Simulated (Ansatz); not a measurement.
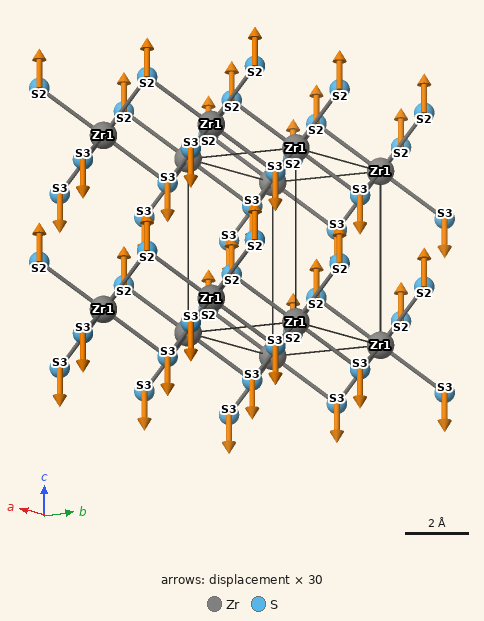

This is a relaxation of a crystal of ZrS2 (set up in P-3m1). The starting structure is drawn; orange arrows show the displacements (the part carried along by the change of the cell is left out), magnified 30 times.

Style: ball-and-stick. Shown: the cell of the calculation, repeated 2 × 1 × 1 with one cell outlined, from a free direction.

Computed with Ansatz, DFT LDA, scalar-relativistic, plane waves, PAW. (plane-wave cutoff 420 eV; k-point mesh 12 × 12 × 6; occupations gaussian; smearing width 0.02 eV; no spin polarisation; cell and atoms relaxed; force threshold 0.005 eV/Å; at most 80 steps)

Question: Atoms of which element are displaced furthest, and by how much?

Answer: Sulfur: up to 0.044 Å, against 0.000 Å for zirconium.

Question: What happened in the run?

Answer: The largest moves relative to the cell, 0.044 Å, are those of S2 and S3. S3 goes along −c. Zr stays in place. The drawn cell changes as follows: a = b 3.630 → 3.595 Å (−1.0 %), c 5.850 → 5.650 Å (−3.4 %); the volume changes by −5.3 %. Near-neighbour distances that change, for instance: Zr1–S2 2.553 → 2.533 Å. The space group stays P-3m1 (No. 164). The energy falls by 20.5 meV per cell of the calculation in 3 accepted moves (4 points after the start). The largest force component goes from 0.22 to 0.0044 eV/Å. The pressure goes from −2.59 to 0.00 GPa. At 1 point the geometry stayed and the basis and grid were re-selected for the new cell (energy shift of 0.3 meV per cell of the calculation at most each time).
